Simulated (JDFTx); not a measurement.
**Band-structure run of CoO**

The run: band-structure run of CoO (Fm-3m, 2 atoms in the cell). Method and program: Kohn-Sham DFT of a periodic cell, LDA, PseudoDojo-SR-LDA-0.4.1-standard, spin-polarised (JDFTx 1.7.0 (patched build)).

The structure derives from an entry of the Crystallography Open Database.

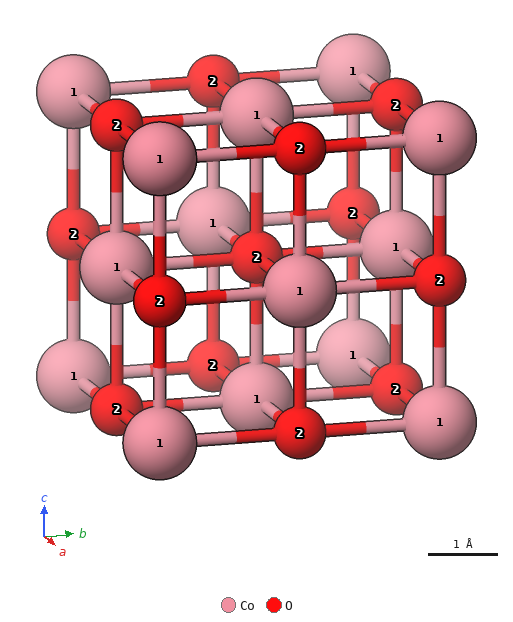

The structure as given in the input (ball-and-stick view of the cell 4 times as large as that of the calculation, set on its symmetry axes, seen slightly off an axis; atoms are numbered from 1 in the order of the input). Near neighbours in the crystal (not all of them lie inside the picture): Co has 6 O at 2.13 Å; O has 6 Co at 2.13 Å.

### The input
```
include CoO.lattice
coords-type Lattice
include CoO.ionpos

ion-species pseudo/Co.upf
ion-species pseudo/O.upf
elec-cutoff 48 384
elec-ex-corr lda-PW
elec-smearing Fermi 0.0018374661
elec-n-bands 19
spintype z-spin
initial-magnetic-moments Co 2
elec-initial-magnetization 2.88224 yes
electronic-minimize nIterations 30 energyDiffThreshold 1e-06
davidson-band-ratio 1.3
forces-output-coords Cartesian
include path.kpoints
symmetries none
fix-electron-density run.$VAR

dump-name bands.$VAR
dump End Ecomponents EigStats BandEigs Kpoints Forces
```

### File CoO.lattice
```
lattice \
    0.0000000000     4.0279512346     4.0279512346 \
    4.0279512346     0.0000000000     4.0279512346 \
    4.0279512346     4.0279512346     0.0000000000
```

### File CoO.ionpos
```
ion Co     0.0000000000     0.0000000000     0.0000000000 1
ion O      0.5000000000     0.5000000000     0.5000000000 1
```

### File path.kpoints
```
kpoint +0.0000000000 +0.0000000000 +0.0000000000 0.020000000000
kpoint +0.0714285714 +0.0000000000 +0.0714285714 0.020000000000
kpoint +0.1428571429 +0.0000000000 +0.1428571429 0.020000000000
kpoint +0.2142857143 +0.0000000000 +0.2142857143 0.020000000000
kpoint +0.2857142857 +0.0000000000 +0.2857142857 0.020000000000
kpoint +0.3571428571 +0.0000000000 +0.3571428571 0.020000000000
kpoint +0.4285714286 +0.0000000000 +0.4285714286 0.020000000000
kpoint +0.5000000000 +0.0000000000 +0.5000000000 0.020000000000
kpoint +0.5000000000 +0.0833333333 +0.5833333333 0.020000000000
kpoint +0.5000000000 +0.1666666667 +0.6666666667 0.020000000000
kpoint +0.5000000000 +0.2500000000 +0.7500000000 0.020000000000
kpoint +0.4375000000 +0.3125000000 +0.7500000000 0.020000000000
kpoint +0.3750000000 +0.3750000000 +0.7500000000 0.020000000000
kpoint +0.3281250000 +0.3281250000 +0.6562500000 0.020000000000
kpoint +0.2812500000 +0.2812500000 +0.5625000000 0.020000000000
kpoint +0.2343750000 +0.2343750000 +0.4687500000 0.020000000000
kpoint +0.1875000000 +0.1875000000 +0.3750000000 0.020000000000
kpoint +0.1406250000 +0.1406250000 +0.2812500000 0.020000000000
kpoint +0.0937500000 +0.0937500000 +0.1875000000 0.020000000000
kpoint +0.0468750000 +0.0468750000 +0.0937500000 0.020000000000
kpoint +0.0000000000 +0.0000000000 +0.0000000000 0.020000000000
kpoint +0.0833333333 +0.0833333333 +0.0833333333 0.020000000000
kpoint +0.1666666667 +0.1666666667 +0.1666666667 0.020000000000
kpoint +0.2500000000 +0.2500000000 +0.2500000000 0.020000000000
kpoint +0.3333333333 +0.3333333333 +0.3333333333 0.020000000000
kpoint +0.4166666667 +0.4166666667 +0.4166666667 0.020000000000
kpoint +0.5000000000 +0.5000000000 +0.5000000000 0.020000000000
kpoint +0.5250000000 +0.4500000000 +0.5250000000 0.020000000000
kpoint +0.5500000000 +0.4000000000 +0.5500000000 0.020000000000
kpoint +0.5750000000 +0.3500000000 +0.5750000000 0.020000000000
kpoint +0.6000000000 +0.3000000000 +0.6000000000 0.020000000000
kpoint +0.6250000000 +0.2500000000 +0.6250000000 0.020000000000
kpoint +0.5625000000 +0.2500000000 +0.6875000000 0.020000000000
kpoint +0.5000000000 +0.2500000000 +0.7500000000 0.020000000000
kpoint +0.5000000000 +0.2916666667 +0.7083333333 0.020000000000
kpoint +0.5000000000 +0.3333333333 +0.6666666667 0.020000000000
kpoint +0.5000000000 +0.3750000000 +0.6250000000 0.020000000000
kpoint +0.5000000000 +0.4166666667 +0.5833333333 0.020000000000
kpoint +0.5000000000 +0.4583333333 +0.5416666667 0.020000000000
kpoint +0.5000000000 +0.5000000000 +0.5000000000 0.020000000000
kpoint +0.4791666667 +0.4791666667 +0.5416666667 0.020000000000
kpoint +0.4583333333 +0.4583333333 +0.5833333333 0.020000000000
kpoint +0.4375000000 +0.4375000000 +0.6250000000 0.020000000000
kpoint +0.4166666667 +0.4166666667 +0.6666666667 0.020000000000
kpoint +0.3958333333 +0.3958333333 +0.7083333333 0.020000000000
kpoint +0.3750000000 +0.3750000000 +0.7500000000 0.020000000000
kpoint +0.6250000000 +0.2500000000 +0.6250000000 0.020000000000
kpoint +0.5833333333 +0.1666666667 +0.5833333333 0.020000000000
kpoint +0.5416666667 +0.0833333333 +0.5416666667 0.020000000000
kpoint +0.5000000000 +0.0000000000 +0.5000000000 0.020000000000
```

Run as:
```bash
jdftx -c 1 -i bands.in -o bands.out
```

### Log
```
*************** JDFTx 1.7.0 (patched build) ***************

Input parsed successfully to the following command list (including defaults):
[... the input with its defaults ...]

---------- Initializing the Grid ----------
R =
[            0      4.02795      4.02795  ]
[      4.02795            0      4.02795  ]
[      4.02795      4.02795            0  ]
unit cell volume = 130.702
G =
[  -0.779948   0.779948   0.779948  ]
[   0.779948  -0.779948   0.779948  ]
[   0.779948   0.779948  -0.779948  ]
Minimum fftbox size, Smin = [  52  52  52  ]
Chosen fftbox size, S = [  54  54  54  ]

---------- Initializing tighter grid for wavefunction operations ----------
R =
[            0      4.02795      4.02795  ]
[      4.02795            0      4.02795  ]
[      4.02795      4.02795            0  ]
unit cell volume = 130.702
G =
[  -0.779948   0.779948   0.779948  ]
[   0.779948  -0.779948   0.779948  ]
[   0.779948   0.779948  -0.779948  ]
Minimum fftbox size, Smin = [  36  36  36  ]
Chosen fftbox size, S = [  36  36  36  ]

---------- Exchange Correlation functional ----------
Initalized Slater LDA exchange.
Initalized Perdew-Wang LDA correlation.

---------- Setting up pseudopotentials ----------
Width of ionic core gaussian charges (only for fluid interactions / plotting) set to 0

Reading pseudopotential file 'pseudo/Co.upf':
  'Co' pseudopotential, 'SLA  PW   NOGX NOGC' functional
  Generated using ONCVPSP code by D. R. Hamann
  17 valence electrons, 4 orbitals, 6 projectors, 1001 radial grid points, with lMax = 2
    3S    l: 0   occupation:  2.0   eigenvalue: -3.743756
    3P    l: 1   occupation:  6.0   eigenvalue: -2.407651
    3D    l: 2   occupation:  7.0   eigenvalue: -0.310943
    4S    l: 0   occupation:  2.0   eigenvalue: -0.208504
  Core radius for overlap checks: 1.60 bohrs.

Reading pseudopotential file 'pseudo/O.upf':
  'O' pseudopotential, 'SLA  PW   NOGX NOGC' functional
  Generated using ONCVPSP code by D. R. Hamann
  6 valence electrons, 2 orbitals, 5 projectors, 926 radial grid points, with lMax = 2
    2S    l: 0   occupation:  2.0   eigenvalue: -0.872925
    2P    l: 1   occupation:  4.0   eigenvalue: -0.338004
  Core radius for overlap checks: 1.39 bohrs.

Initialized 2 species with 2 total atoms.

Folded 50 k-points by 1x1x1 to 50 k-points.

---------- Setting up k-points, bands, fillings ----------
No reducable k-points.
Computing the number of bands and number of electrons
Calculating initial fillings.
nElectrons:  23.000000   nBands: 19   nStates: 100

----- Setting up reduced wavefunction bases (one per k-point) -----
average nbasis = 2078.720 , ideal nbasis = 2076.053

---------- Setting up ewald sum ----------
Optimum gaussian width for ewald sums = 1.829426 bohr.
Real space sum over 1331 unit cells with max indices [  5  5  5  ]
Reciprocal space sum over 2197 terms with max indices [  6  6  6  ]

---------- Allocating electronic variables ----------
Reading n_up from file 'run.n_up' ... done
Reading n_dn from file 'run.n_dn' ... done
Initializing wave functions:  linear combination of atomic orbitals
Note: number of bands (19) exceeds available atomic orbitals (14)

----------- Band structure minimization -------------
Minimization will be done independently for each quantum number.

---- Minimization of quantum number:     0  [ +0.0000000 +0.0000000 +0.0000000 ]  0.020000000  spin +1 ----
BandDavidson: Iter:   0  Eband: +0.044868850454694
BandDavidson: Iter:   1  Eband: +0.029671860601734  dEband: -1.519699e-02
BandDavidson: Iter:   2  Eband: +0.025384975423176  dEband: -4.286885e-03
BandDavidson: Iter:   3  Eband: +0.024514878739688  dEband: -8.700967e-04
[... 1129 lines of inner loops ...]
BandDavidson: Iter:   5  Eband: +0.037226752642784  dEband: -1.600707e-06
BandDavidson: Iter:   6  Eband: +0.037226454684381  dEband: -2.979584e-07
BandDavidson: Converged (dEband<1.000000e-06)
	FillingsUpdate:  mu: +0.505623892  nElectrons: 23.000000  magneticMoment: [ Abs: 2.89295  Tot: +2.88224 ]
WARNING: these k-points are no uniform mesh, so that mu and the fillings of partly filled bands are only those of these points: take mu from the calculation that made the density or potential.

Dumping 'bands.eigStats' ...
	eMin: -3.015502 at state 20 ( [ +0.000000 +0.000000 +0.000000 ] spin 1 )
	HOMO: +0.509262 at state 26 ( [ +0.500000 +0.500000 +0.500000 ] spin 1 )
	mu  : +0.505624
	LUMO: +0.502114 at state 82 ( [ -0.437500 +0.250000 -0.312500 ] spin -1 )
	eMax: +1.528664 at state 55 ( [ +0.357143 +0.000000 +0.357143 ] spin -1 )
	HOMO-LUMO gap: -0.007148
	Optical gap  : +0.007987 at state 92 ( [ +0.437500 +0.437500 -0.375000 ] spin -1 )
Done!
```

### Key numbers

```json
{"quantity": "outcome", "value": "converged"}
{"quantity": "space group (tolerance 0.01 Å)", "value": "Fm-3m (225)"}
{"quantity": "electrons treated", "value": "23"}
{"quantity": "Fermi energy", "value": "13.736 eV"}
{"quantity": "gap on the band path", "value": "0.00 eV"}
{"quantity": "hardware", "value": "1 thread of Arm Neoverse V2, 24 GiB of memory available, shared host"}
{"quantity": "wall time", "value": "29 s"}
{"quantity": "peak memory", "value": "0.12 GiB"}
```
